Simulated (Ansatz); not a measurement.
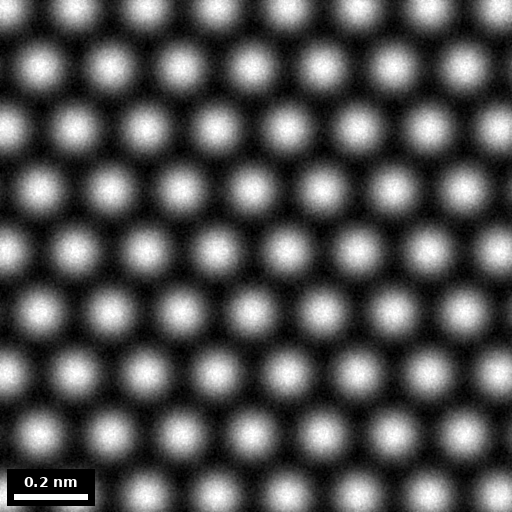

An image along [111] of one of the structures below (computed or model cells, partly hypothetical, each in its standard cell). Simulated as the projected potential of neutral atoms (B = 0.5 Å²) blurred by a 1.01 Å probe, the thin-sample limit of integrated differential phase contrast. Shot noise was added.

A. Ni
Space group Pm-3m (No. 221). a = 2.368 Å, b = 2.368 Å, c = 2.368 Å, α = 90.00°, β = 90.00°, γ = 90.00°
```csv
atom,site,symmetry,x,y,z
Ni,1a,m-3m,0.0000,0.0000,0.0000
```

B. Ni
Space group P6_3/mmc (No. 194). a = 2.507 Å, b = 2.507 Å, c = 4.120 Å, α = 90.00°, β = 90.00°, γ = 120.00°
```csv
atom,site,symmetry,x,y,z
Ni,2c,-6m2,0.3333,0.6667,0.2500
```

C. Ni
Space group P6/mmm (No. 191). a = 3.888 Å, b = 3.888 Å, c = 2.336 Å, α = 90.00°, β = 90.00°, γ = 120.00°
```
atom  site  symmetry       x       y       z
  Ni    1a     6/mmm  0.0000  0.0000  0.0000
  Ni    2d      -6m2  0.3333  0.6667  0.5000
```

D. Ni
Space group Pm-3n (No. 223). a = 4.511 Å, b = 4.511 Å, c = 4.511 Å, α = 90.00°, β = 90.00°, γ = 90.00°
| atom | site | symmetry | x | y | z |
| --- | --- | --- | --- | --- | --- |
| Ni | 2a | m-3. | 0.0000 | 0.0000 | 0.0000 |
| Ni | 6c | -4m.2 | 0.2500 | 0.0000 | 0.5000 |

Q: Which structure was imaged?

A, Ni. Along [111] the projected cells are A 1.93 × 1.93 Å, 120°; B 2.14 × 2.42 Å, 116°; C 2.00 × 3.51 Å, 107°; D 3.68 × 3.68 Å, 120°. The image repeats as A does.

Structure A: the input geometry of a calculation; the starting structure was generated, so it need not be a known form of this composition.
